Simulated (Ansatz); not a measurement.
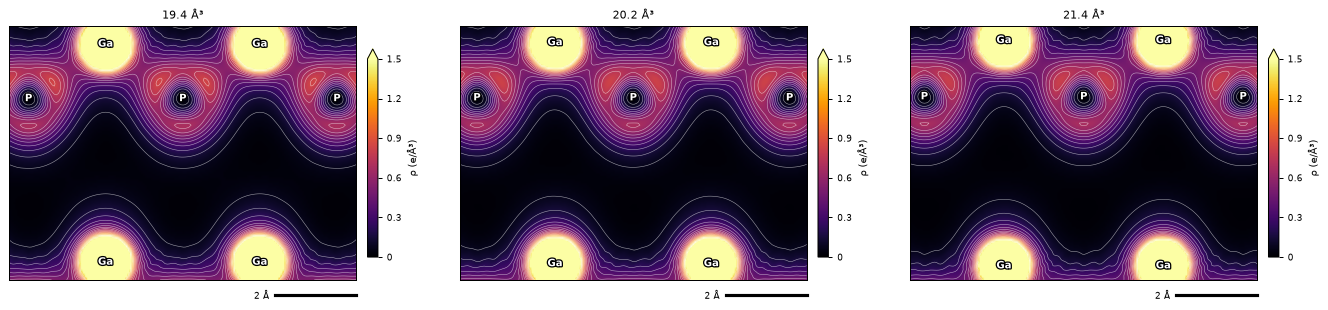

GaP. The valence charge density (pseudo) of cells scaled evenly to different volumes (given per atom above each panel), on the (011̄) plane of each (indices in the axes of the cell below), at one length scale and on one colour scale.

Computed with Kohn-Sham DFT of a periodic cell, revPBE, Ansatz PAW (Ansatz).

The largest cell:

```
Ga P
1.0
     0.00000    2.77870    2.77870
     2.77870    0.00000    2.77870
     2.77870    2.77870    0.00000
Ga P
1 1
Direct
  0.00000 0.00000 0.00000
  0.75000 0.75000 0.75000
```

| volume (Å³/atom) | Ga–P contact in the plane (Å) | ρ at its midpoint (e/Å³) | pressure (GPa) | gap on the mesh (eV) | 
| --- | --- | --- | --- | --- |
| 19.43 | 2.328 | 0.577 | 8.1 | 1.64 | 
| 19.84 | 2.344 | ? | ? | ? | 
| 20.24 | 2.360 | 0.550 | 4.0 | 1.71 | 
| 21.45 | 2.406 | 0.513 | −0.6 | 1.45 | 

Estimate the missing row, and compare with the calculation.

Over the known rows ln ρ falls by 1.51 per Å of Ga–P distance (a least-squares line), which gives 0.563 e/Å³ at 2.344 Å; the calculation gives 0.564 e/Å³. For the pressure, a straight line in volume between the neighbouring rows gives 6.0 GPa; the calculation gives 5.9. For the gap on the mesh, a straight line in volume between the neighbouring rows gives 1.68 eV; the calculation gives 1.67.
